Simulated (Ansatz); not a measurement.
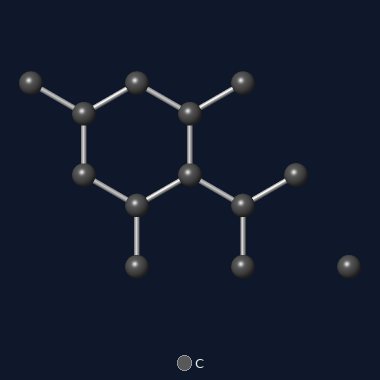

The system is CO on a C(001) slab cut from the P6_3/mmc phase, its upper half relaxed before the scan (40 atoms of substrate and one adsorbate in a 2 × 2 cell); the picture shows it without the atoms that are moved over the map. CO (O end down) is moved over the surface cell at a fixed height above a rigid substrate; the origin of the map has the adsorbate above C33; the height is held at 3.20 Å. Places are given modulo a cell vector. The map is drawn in real space over the plane of the surface. Grid: 6 × 6 points; 10 points were computed and 26 follow by symmetry. Places are given in fractions of the 1 × 1 surface cell. All energies are given in meV relative to the lowest grid point. At a fixed height the lowest place need not be the adsorption site. The calculation used DFT PBE+D3(BJ), scalar-relativistic, plane waves, PAW (Ansatz). Settings: cutoff 420 eV, k-mesh 6×6×1, gaussian smearing 0.05 eV, no spin polarisation.

Range: position of O41 along the first surface vector from 0.000 to 0.833; position of O41 along the second surface vector from 0.000 to 0.833.

Question: Predict the map.

Answer: The lowest grid point is at a sixfold hollow, (4/6, 2/6) of the cell vectors. It is the only kind of minimum in the scanned range. The highest grid point, the top site over a surface C atom, (2/6, 4/6) of the cell vectors, lies 9.2 meV above the lowest. On the interpolated surface the easiest way out of the lowest well to its copy in the next cell or period passes a barrier of about 8.2 meV.

| second ↓, first → | 0/6 | 1/6 | 2/6 | 3/6 | 4/6 | 5/6 |
| --- | --- | --- | --- | --- | --- | --- |
| 5/6 | 8.1 | 8.2 | 8.2 | 8.2 | 8.2 | 8.1 |
| 4/6 | 6.1 | 8.2 | 9.2 | 8.2 | 6.1 | 5.1 |
| 3/6 | 5.1 | 8.2 | 8.2 | 5.1 | 2.0 | 2.0 |
| 2/6 | 6.1 | 8.2 | 6.1 | 2.0 | 0.0 | 2.0 |
| 1/6 | 8.1 | 8.1 | 5.1 | 2.0 | 2.0 | 5.1 |
| 0/6 | 9.1 | 8.1 | 6.1 | 5.1 | 6.1 | 8.1 |

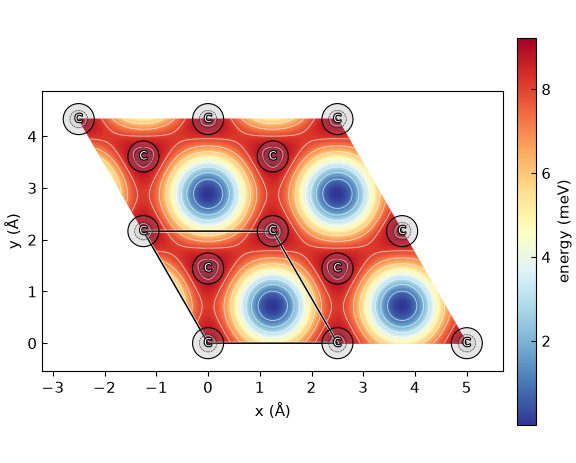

In the figure: a smooth colour map with a few white contour lines, labelled circles for the atoms of the top layer and small ones for the second layer, the outline of one cell of the 2 × 2 shown. Between grid points the surface is interpolated.

Each point was launched as `ansatz run input.yaml --threads 2 --pin off --max-ram 6144MiB --backend cpu --events-out ev --progress --plain --runs-dir out`. The whole map (10 points run) took 36 min on 2 threads of Arm Neoverse N1, with other jobs on the host.

PAW datasets: the set soft_1.
